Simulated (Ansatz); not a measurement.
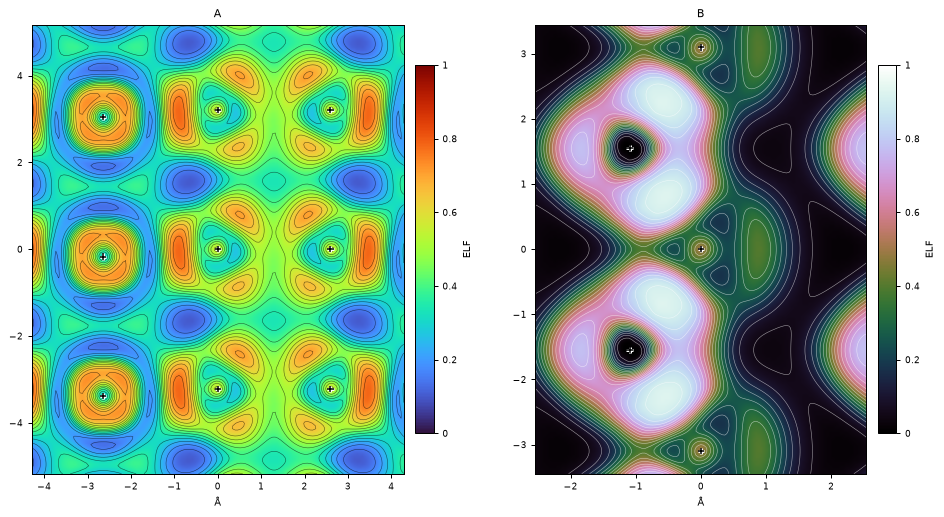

The ELF of 2 systems, each on a plane through atoms (crosses mark nuclei in the plane).

Level of theory: Ansatz 0.2.0, DFT PBE, scalar-relativistic, plane waves, PAW.

System 1: SiC, the (110) plane of the conventional cell. Space group F-43m; PAW files of the earlier set (soft_1).

```
Si C
1.0
     4.37945    0.00000    0.00000
     0.00000    0.00000   -4.37945
     0.00000    4.37945    0.00000
Si C
4 4
Direct
  0.50000 0.50000 0.00000
  0.00000 0.50000 0.50000
  0.00000 0.00000 0.00000
  0.50000 0.00000 0.50000
  0.75000 0.75000 0.25000
  0.25000 0.75000 0.75000
  0.25000 0.25000 0.25000
  0.75000 0.25000 0.75000
```

System 2: Si₂Mo, the (100) plane of the conventional cell. Space group Imm2; a point of a scan over the structure, not its minimum; not relaxed (largest force 1.6 eV/Å); computed without spin polarisation; PAW files of the earlier set (soft_1).

```xyz
6
Lattice="0.0000 -3.2170 0.0000 0.0000 0.0000 7.8732 -3.2170 0.0000 0.0000" Properties=species:S:1:pos:R:3 pbc="T T T"
Si   -1.7158   -1.6085    6.5749
Si   -0.1073    0.0000    2.6383
Si   -1.7158   -1.6085    1.2983
Si   -0.1073    0.0000    5.2349
Mo   -3.1541    0.0000    0.0000
Mo   -1.5457   -1.6085    3.9366
```

Which map belongs to which system?

Panel A is system 2, Si₂Mo: the plane holds Si and Mo. Si–Mo (2.64 Å): the ELF peaks at about 0.80 in the valence shell of Si, 0.9 Å from its nucleus, and is about 0.40 at the midpoint. Panel B is system 1, SiC: the plane holds Si and C. Si–C (1.90 Å): the ELF peaks at about 0.95 between the atoms; localised, covalent bonding.
